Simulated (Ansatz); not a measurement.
**Energy of Ge along an even scaling of the cell**

System: Ge (Fm-3m, 1 atom in the cell).
Method: DFT, RPBE, plane waves (420 eV) with PAW, scalar-relativistic, no spin polarisation (Ansatz 0.2.0).

The 6 runs differ only in the geometry, by an even scaling of the cell at fixed fractional positions.

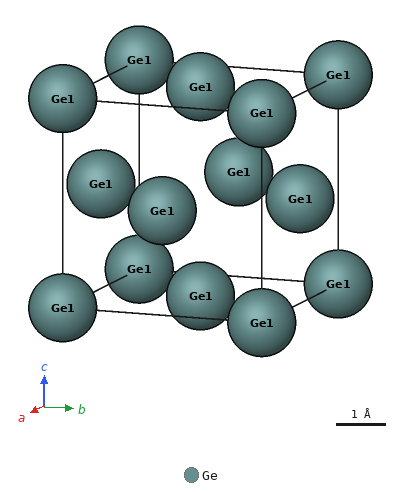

Figure 1. The structure of run 4 (spheres-only view of the cell 4 times as large as that of the calculation, set on its symmetry axes, seen slightly off an axis; atoms are numbered from 1 in the order of the input).

### Input of run 4
```yaml
crystal:
  lattice:
    - [0.0, 2.1854524416, 2.1854524416]
    - [2.1854524416, 0.0, 2.1854524416]
    - [2.1854524416, 2.1854524416, 0.0]
  atoms:
    - { symbol: Ge, position: [0.0, 0.0, 0.0] }
hamiltonian:
  xc: rpbe
  pseudopotentials:
    kind: paw
    azcp:
      Ge: "pseudopotentials/Ge.paw.azcp"
basis:
  ecutwfc: 420
  fft_grid_basis: typed
kpoints:
  mp_grid: { grid: [14, 14, 14], shift: [0, 0, 0] }
magnetization:
  spin_polarized: false
scf:
  occupations: { method: fermi_dirac, width: 0.1 }
  lower_state_search: "off"
output:
  stress: true
```

Run 3 differs from it as follows:
```diff
-    - [0.0, 2.1854524416, 2.1854524416]
-    - [2.1854524416, 0.0, 2.1854524416]
-    - [2.1854524416, 2.1854524416, 0.0]
+    - [0.0, 2.1570667295, 2.1570667295]
+    - [2.1570667295, 0.0, 2.1570667295]
+    - [2.1570667295, 2.1570667295, 0.0]
```

### Results, with one run withheld

| run | volume per atom (Å³) | free energy per atom, from the lowest run given (meV) | pressure (GPa) |
| --- | --- | --- | --- |
| 1 | 17.665 | 63.80 | 9.86 |
| 2 | 18.468 | 24.60 | 5.94 |
| 3 | 20.073 | ? | ? |
| 4 | 20.876 | 0.00 | −1.89 |
| 5 | 21.679 | 13.97 | −3.62 |
| 6 | 22.482 | 35.78 | −5.03 |

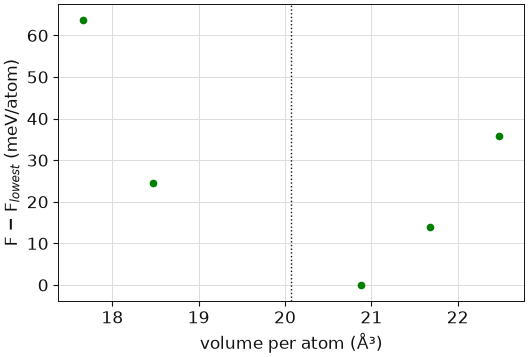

Figure 2. Free energy per atom of the runs given; the dotted line marks run 3.

What should run 3 give?

A cubic polynomial in V^(−2/3) (the Birch–Murnaghan form), fitted to the 5 runs given, misses them by at most 0.01 meV per atom. With x = V^(−2/3) − 0.13532 Å⁻², it reads F = −4.3829 + 239.49 x + 4.4461e+05 x² + 34376 x³ (meV per atom). At run 3 it gives −4.36 meV per atom, and the run itself gives −4.36. The slope of the fit gives a pressure −dF/dV of 0.22 GPa there, and the run prints 0.22 GPa. The fit has its minimum at 20.149 Å³ per atom, where V d²F/dV² gives 57.3 GPa: the bulk modulus at this level, since symmetry fixes the shape and the positions.

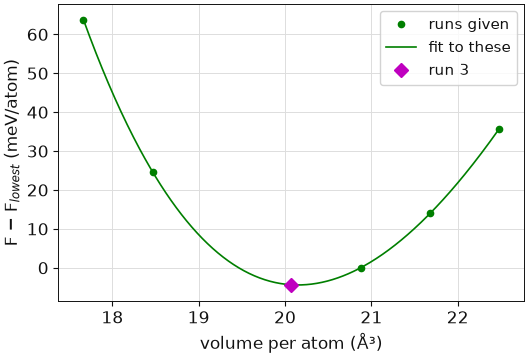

Figure 3. The fit and the withheld run.

### Output, shortened to warnings, some set-up lines, iterations and results (run 3)
```
Basis set: ecut = 420 eV, 387 PW (Γ)
Symmetry: 48 space group operations
k-points: 104 of 2744
Initial density: superposition of atomic densities (neutral atoms: chi_scale 0, normalization atom), corrected by the library's trained network
[...]
SCF iter   1: F=—  HF=-4300.364159 eV  |F-HF|=—  |Δ(HF+E_count)|=         —  Δρ=2.16e-3  dr2=3.20e-4  ethr=1.77e-3  ⟨swp⟩=5.0  Hψ=6464  notcnv=0
SCF iter   2: F=—  HF=-4300.363702 eV  |F-HF|=—  |Δ(HF+E_count)|=   4.57e-4  Δρ=9.90e-4  dr2=1.57e-4  ethr=2.29e-6  ⟨swp⟩=2.0  Hψ=2626  notcnv=0
SCF iter   3: F=—  HF=-4300.363692 eV  |F-HF|=—  |Δ(HF+E_count)|=   1.02e-5  Δρ=5.16e-4  dr2=3.03e-5  ethr=1.12e-6  ⟨swp⟩=2.0  Hψ=1810  notcnv=0
SCF iter   4: F=—  HF=-4300.363695 eV  |F-HF|=—  |Δ(HF+E_count)|=   3.47e-6  Δρ=1.51e-4  dr2=2.70e-6  ethr=2.16e-7  ⟨swp⟩=1.0  Hψ=1130  notcnv=0
SCF iter   5: F=-4300.363696 eV  HF=-4300.363696 eV  |F-HF|=7.89e-9  |Δ(HF+E_count)|=   4.27e-7  Δρ=2.32e-5  dr2=6.32e-8  ethr=1.93e-8  ⟨swp⟩=1.0  Hψ=1130  notcnv=0
SCF iter   6: F=-4300.363696 eV  HF=-4300.363696 eV  |F-HF|=3.73e-11  |Δ(HF+E_count)|=   1.35e-8  Δρ=1.48e-6  dr2=2.38e-10  ethr=4.51e-10  ⟨swp⟩=2.2  Hψ=3607  notcnv=0
SCF 1 converged in 6 iterations: F = -4300.363696 eV  dr2 = 2.38e-10
SCF converged after 6 iterations
Free energy (F): -4300.363696 eV
Harris-Foulkes:  -4300.363696 eV  (|F-HF|=3.73e-11)
Internal energy: -4300.345069 eV  (E = F + TS)
E sigma→0 (E₀):  -4300.354382 eV
Entropy (-TS):   -0.018627 eV (-18.627 meV/atom)
Fermi energy:    10.414551 eV
--- Per-component energies (eV) ---
  E_band       = -123.045079
  E_kinetic    = 109.158610
  E_local      = -2175.775041  (includes V_loc(G=0)·N_el)
  E_nonlocal   = 414.075160
  E_hartree    = 948.457960
  E_xc         = -75.270846
  E_vxc        = -63.811998  (∫ρ·V_xc dr)
  E_paw        = -2021.088013  (= ΣΔE_a)
  E_vpaw       = -303.608068  (= ΣTr[D̂ρ^β])
  E_aug_tail   = 0.000359  (compensation charges beyond the density's cutoff)
  E_ewald      = -1499.721353
  E_core_change = -0.181906  (= ΣΔE_core)
  E_smearing   = -0.018627  (= −TS)
  E_closure    = 0.000000  (closes the sum)
  Σ components = -4300.363696   (vs F -4300.363696, Δ=0.00e0)
--- Stress (GPa, compression-positive) ---
        0.222405       0.000000       0.000000
        0.000000       0.222405       0.000000
        0.000000      -0.000000       0.222405
  P = ⅓ Tr σ = 0.2224 GPa (2.224 kbar)
```
